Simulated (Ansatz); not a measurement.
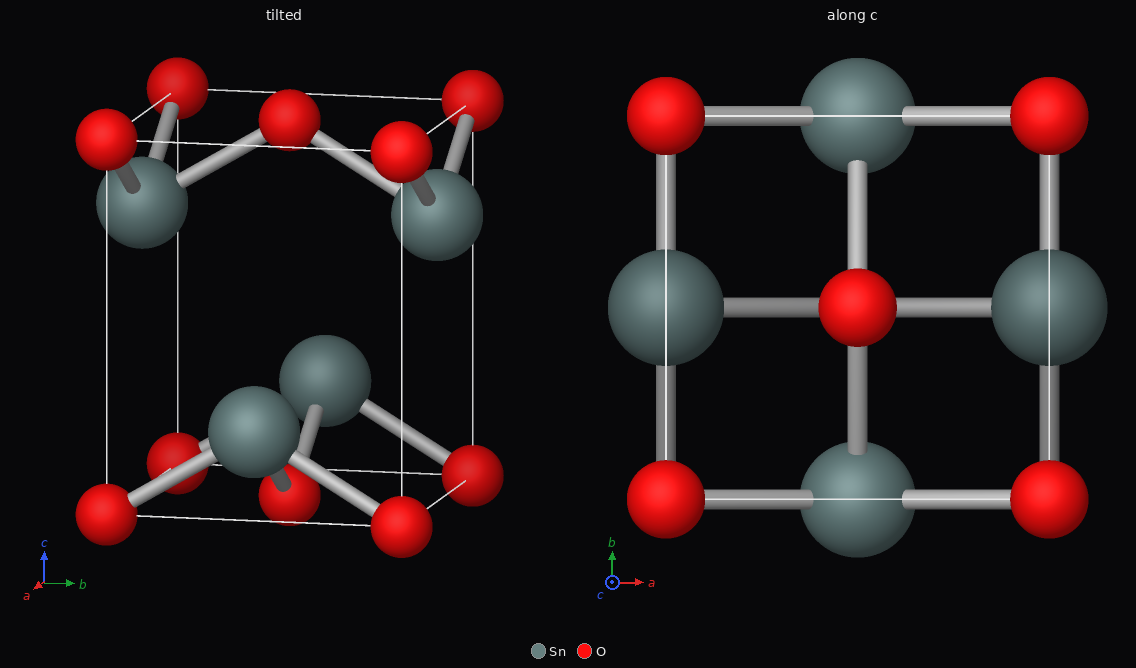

Ball-and-stick drawing of the structure, looking slightly off an axis and along the c axis. The conventional unit cell is outlined; an atom on or near a face, edge or corner is repeated at each equivalent position.

SnO, space group P4/nmm (No. 129), a = 3.831 Å, b = 3.831 Å, c = 4.806 Å, α = 90.00°, β = 90.00°, γ = 90.00°. Its origin is a structure listed in the Materials Project. The cell was then strained or its atoms displaced on purpose. A calculation with Ansatz used it as input.

This one geometry was computed with Ansatz (DFT, plane waves, PAW) at four levels of theory: r2SCAN with spin-orbit coupling, r2SCAN, PBE and HSE06.

Question: Which level gives the highest pressure at this volume, and what does that say about its equilibrium volume?

Answer: Highest: PBE (3.7 GPa), which points to the largest equilibrium volume. Lowest, with the smallest volume: r2SCAN with spin-orbit coupling (-0.4 GPa), r2SCAN (-0.4 GPa) and HSE06 (-0.7 GPa). Levels within 0.5 GPa of each other can't be told apart.

Question: How does the band gap change with the level of theory?

Answer: PBE: a gap of 0.17 eV, indirect; r2SCAN with spin-orbit coupling: a gap of 0.30 eV, indirect; r2SCAN: a gap of 0.31 eV, indirect; HSE06: a gap of 0.55 eV, indirect.

Question: Collect the results in a table.

Answer:
| level | cutoff (eV) | k-mesh of the run's cell | gap (eV) | pressure (GPa) |
| --- | --- | --- | --- | --- |
| r2SCAN with spin-orbit coupling | 500 | 6×6×6 | 0.30 | -0.4 |
| r2SCAN | 500 | 6×6×6 | 0.31 | -0.4 |
| PBE | 420 | 6×6×6 | 0.17 | 3.7 |
| HSE06 | 420 | 4×4×4 | 0.55 | -0.7 |

Gaps are taken on the k-mesh or band path of each run.
